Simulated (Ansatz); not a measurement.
Consider Lu.

Input

```
crystal:
  lattice:
    - [0.0, 3.7859623238, 3.7859623238]
    - [3.7859623238, 0.0, 3.7859623238]
    - [3.7859623238, 3.7859623238, 0.0]
  atoms:
    - { symbol: Lu, position: [0.125, 0.125, 0.125] }
    - { symbol: Lu, position: [0.875, 0.875, 0.875] }
hamiltonian:
  xc: rpbe
  pseudopotentials:
    kind: paw
    azcp:
      Lu: "pseudopotentials/Lu.paw.azcp"
basis:
  ecutwfc: 420
  fft_grid_basis: typed
kpoints:
  mp_grid: { grid: [8, 8, 8], shift: [0, 0, 0] }
magnetization:
  spin_polarized: false
scf:
  occupations: { method: fermi_dirac, width: 0.1 }
  lower_state_search: "off"
output:
  stress: true
  write_density: true
  write_potential: true
  elf: true
  volumetric_format: npy
```

Below, planes, directions and counts refer to the conventional cell (a = 7.57 Å, b = 7.57 Å, c = 7.57 Å, α = 90.00°, β = 90.00°, γ = 90.00°).

Space group Fd-3m; set up as Lu, diamond; a generated structure, not necessarily the stable one; changed on purpose from its base cell (volume × 1.0).

Method: DFT, RPBE, plane waves (420 eV) with PAW, scalar-relativistic in Ansatz.

Question: What can the converged valence pseudo-density and electron localisation function tell about the bonding?

Answer: Lu–Lu (3.28 Å): the density is about 0.15 e/Å³ at the midpoint; the ELF is about 0.35 at the midpoint.

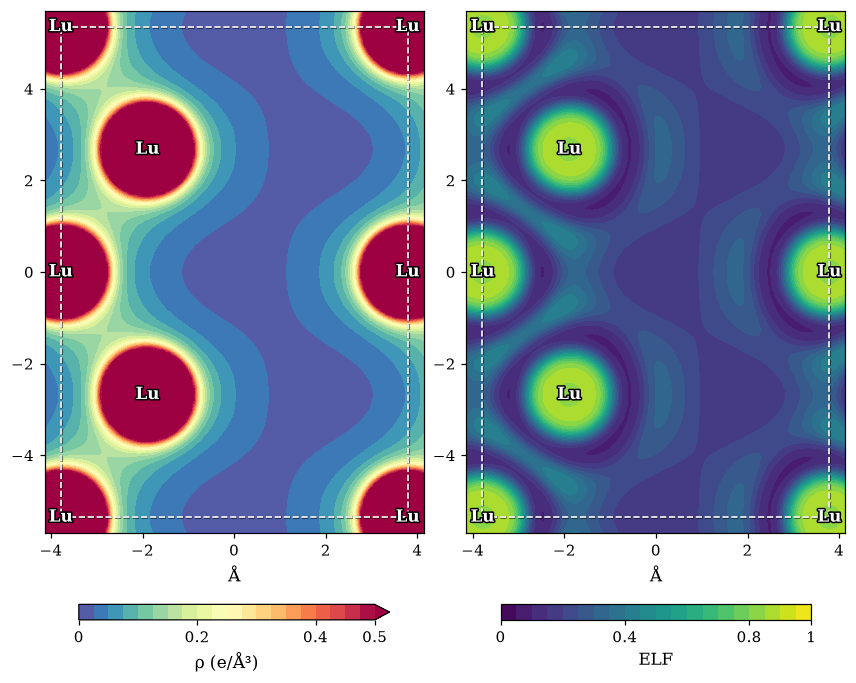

Computed valence pseudo-density and electron localisation function on the (011) plane of the conventional cell, in this order. 

In a PAW calculation such maps are meaningful between the atoms, not at the nuclei.
